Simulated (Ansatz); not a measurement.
Consider Ti₃Se.

```
Se Ti
1.0
     3.13302    0.00000    0.00000
    -1.56651    2.71327    0.00000
     0.00000    0.00000    7.82194
Se Ti
1 3
Direct
  0.00000 0.00000 0.00000
  0.66667 0.33333 0.50000
  0.33333 0.66667 0.77209
  0.33333 0.66667 0.22791
```

Space group P-6m2; a structure from a database of computed crystals, not necessarily the ambient phase; computed pressure about 2 GPa in this cell.

Level of theory: Kohn-Sham DFT of a periodic cell, PBEsol, Ansatz PAW (Ansatz).

Question: What will maps of the valence pseudo-density and electron localisation function show?

Answer: Ti–Se (2.54 Å): ρ is about 0.39 e/Å³ halfway; the ELF is about 0.45 at the midpoint.
Ti–Ti (2.79 Å): ρ is about 0.2 e/Å³ halfway; the ELF is about 0.20 at the midpoint (no shared electron pair shows on this line).
The ELF has a maximum of about 0.80 in the space between the atoms, on no atom or two-centre bond.

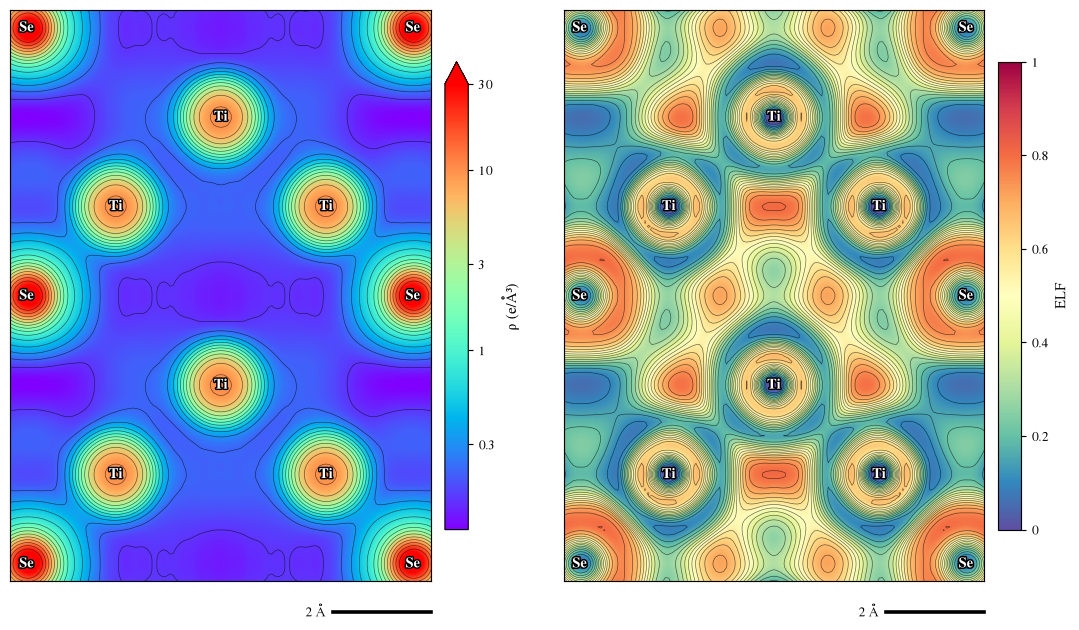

Computed valence pseudo-density and electron localisation function on the (110) plane of the conventional cell, in this order. 

In a PAW calculation such maps are meaningful between the atoms, not at the nuclei.
